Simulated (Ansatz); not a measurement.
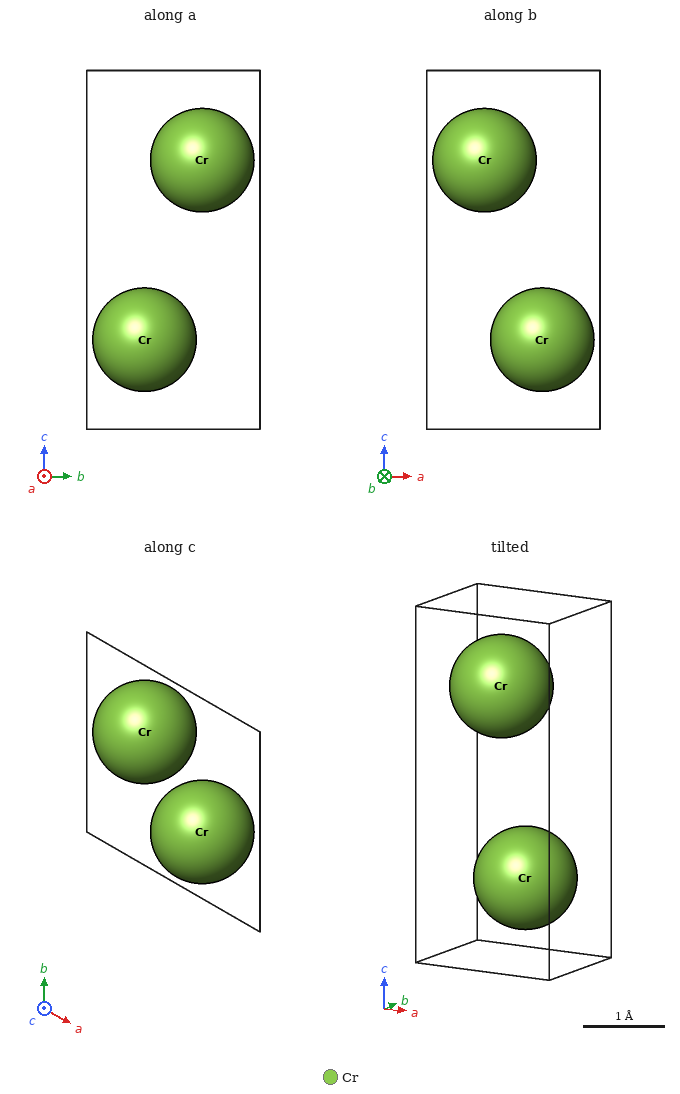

An orthographic spheres-only view of the structure, along the a axis, along the b axis, along the c axis and slightly off an axis. Lines trace the edges of the conventional unit cell.

Lattice parameters: a = 2.4846 Å, b = 2.4846 Å, c = 4.4590 Å, α = 90.000°, β = 90.000°, γ = 120.000°.

Q: Put the structure into a CIF in P1 with every atom of the cell.

A:
```cif
data_structure
_symmetry_space_group_name_H-M 'P 1'
_symmetry_Int_Tables_number 1
_cell_length_a 2.4846
_cell_length_b 2.4846
_cell_length_c 4.4590
_cell_angle_alpha 90.000
_cell_angle_beta 90.000
_cell_angle_gamma 120.000
_cell_volume 23.84
loop_
_atom_site_label
_atom_site_type_symbol
_atom_site_fract_x
_atom_site_fract_y
_atom_site_fract_z
_atom_site_occupancy
Cr1 Cr 0.3333 0.6667 0.7500 1
Cr2 Cr 0.6667 0.3333 0.2500 1
```

Provenance: a structure type filled with this element by a generator (whether the element takes this form wasn't checked). Earlier steps of the study may have refined or changed the cell and positions. Ansatz was used for an electronic-structure calculation on it.
